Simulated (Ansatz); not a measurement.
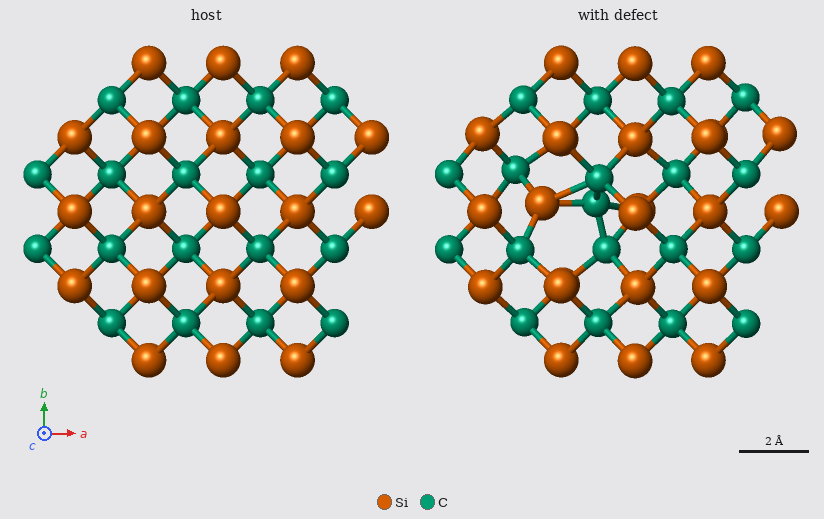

Left: perfect SiC. Right: the same region with one point defect, after relaxing the atoms in a supercell of 64 sites. A ball-and-stick model of the atoms within 5.4 Å of one point, in a slice 5.0 Å thick across the line of sight, seen along the c axis.

The calculation used Ansatz, DFT, PBEsol, PAW, plane waves. Set-up: plane-wave cutoff 420 eV; k-point mesh 1 × 1 × 1; mesh shifted by (0.25, 0.25, 0.25); no spin polarisation. Fermi-Dirac smearing of 0.01 eV. The axes drawn are those of the host's conventional cell.

What kind of defect was made?

Answer. An extra carbon atom is put between the host's atoms (an interstitial).

The charge state of the cell is 0.

What does the relaxation do around it?

Answer. The C atom starts with 4 C at 1.88 to 1.89 Å, 6 Si at 2.18 Å around its place and ends with 2 C at 1.51 to 1.71 Å, 1 Si at 1.72 Å. Of the host's atoms, a silicon atom moves furthest from its site, by 0.63 Å. The C atom itself moves 1.26 Å from where it was put.
